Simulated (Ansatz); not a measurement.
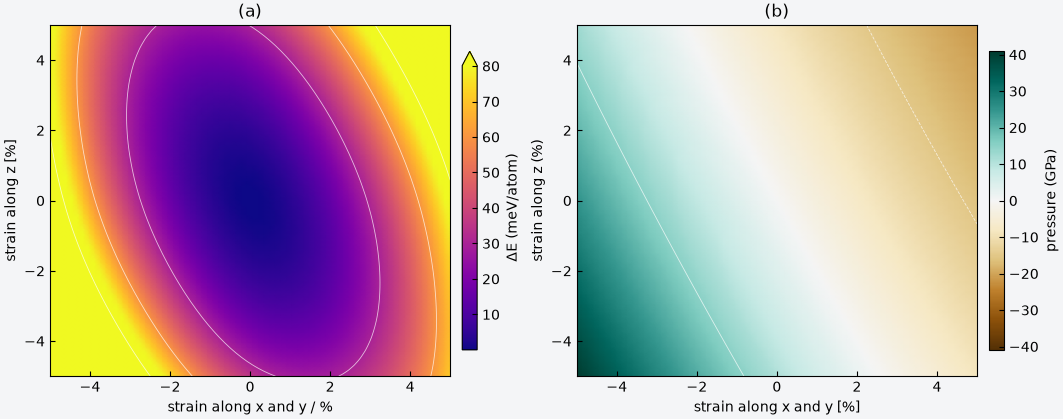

Ti2C (R-3m, No. 166; 3 atoms in the cell). 
- The cell is strained homogeneously, by one strain along x and y and another along z, with fractional coordinates fixed (x along [1 0 0], z along [0 0 1] of the conventional cell).
- Coordinates scanned: (1) strain along x and y; (2) strain along z.
- Grid: 5 × 5 points.
- Points are written as (first, second).
- All energies are given in meV/atom relative to the lowest grid point.
- Theory: Ansatz, DFT PBEsol, scalar-relativistic, plane waves, PAW. Settings: cutoff 420 eV, k-mesh 18×18×18, gaussian smearing 0.15 eV, no spin polarisation.

Panel (a) is the energy and panel (b) the computed pressure on the same grid.

In the figure: a smooth colour map with a few white contour lines, one colour for all values above the top of the scale. Between grid points the surface is interpolated.

Q: How does the pressure vary over the map, and what is it at the lowest grid point?

A: It runs from −21 GPa at (5.0 %, 5.0 %) to 41 GPa at (−5.0 %, −5.0 %). At the lowest grid point, (0.0 %, 0.0 %), it is 0 GPa.

| strain along z ↓, strain along x and y → | −5.0 | −2.5 | 0.0 | 2.5 | 5.0 |
| --- | --- | --- | --- | --- | --- |
| 5.0 | 13 | 1 | −8 | −16 | −21 |
| 2.5 | 18 | 6 | −4 | −13 | −19 |
| 0.0 | 25 | 11 | 0 | −9 | −16 |
| −2.5 | 33 | 17 | 5 | −5 | −12 |
| −5.0 | 41 | 24 | 11 | 0 | −9 |
